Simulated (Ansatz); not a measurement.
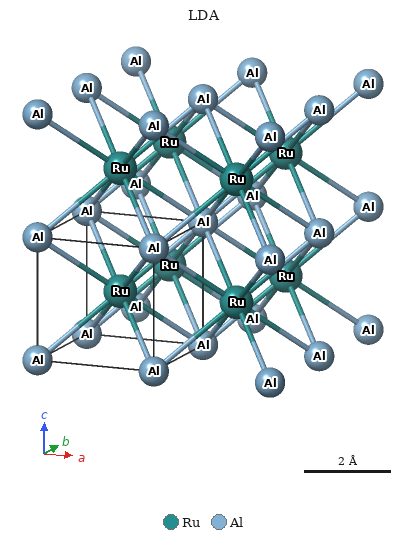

Crystalline AlRu (set up in Pm-3m), relaxed (cell and atoms) with several functionals. The picture shows the result with LDA. Style: ball-and-stick. Shown: the cell of the calculation, repeated 2 × 2 × 2 with one cell outlined, slightly off an axis.

Computed with Ansatz 0.2.0: Ansatz PAW. Set-up: plane-wave cutoff 420 eV; k-point mesh 9 × 9 × 9; occupations fermi-dirac; smearing width 0.05 eV; no spin polarisation; cell and atoms relaxed; force threshold 0.01 eV/Å.

```json
{"functional": "r2SCAN", "volume (Å³/atom)": "?", "a (Å)": "?"}
{"functional": "LDA", "volume (Å³/atom)": "12.884", "a (Å)": "2.954"}
{"functional": "PBE", "volume (Å³/atom)": "13.551", "a (Å)": "3.004"}
{"functional": "PBEsol", "volume (Å³/atom)": "13.181", "a (Å)": "2.976"}
```

Question: Fill in the missing row.

Answer: With r2SCAN the volume falls between PBEsol (13.181) and PBE (13.551). The calculation gives 13.262 Å³/atom (a = 2.982 Å). In order of volume: LDA < PBEsol < r2SCAN < PBE; the spread is 5.2 %.

Each member starts from this one structure; whether another phase lies lower wasn't checked.
